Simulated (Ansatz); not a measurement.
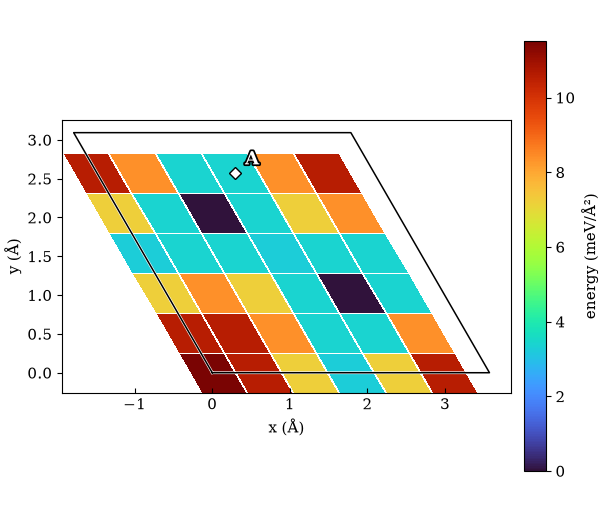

A bilayer of two As sheets, the upper one turned by 180 degrees about the normal (4 atoms in the cell). The upper layer of a bilayer is slid over the lower one; relaxed at each slide: the heights of all atoms; the origin of the map has As3 above As2. Places are given modulo a cell vector. The map is drawn in real space over the plane of the slide. Grid: 6 × 6 points; 7 points were computed and 29 follow by symmetry. Energies: meV/Å², counted from the lowest grid point. The relaxed layer distance jumps between some neighbouring points. The calculation used DFT PBE+D3(BJ), scalar-relativistic, plane waves, PAW in Ansatz 0.2.0. Settings: cutoff 420 eV, k-mesh 9×9×1, gaussian smearing 0.05 eV, no spin polarisation.

The picture shows one coloured cell a grid point, the outline of one cell of the plane, the point A.

Question: Is A at rest? If not, where is it pushed?

Answer: A, at (3/6, 5/6) of the cell vectors, is not a stationary point. The computed force is 0.11 eV/Å in the plane, pointing down and left in the picture (components −0.10 and −0.05 eV/Å, for the cell of 11.05 Å², or 9.8 meV/Å² for each Å).
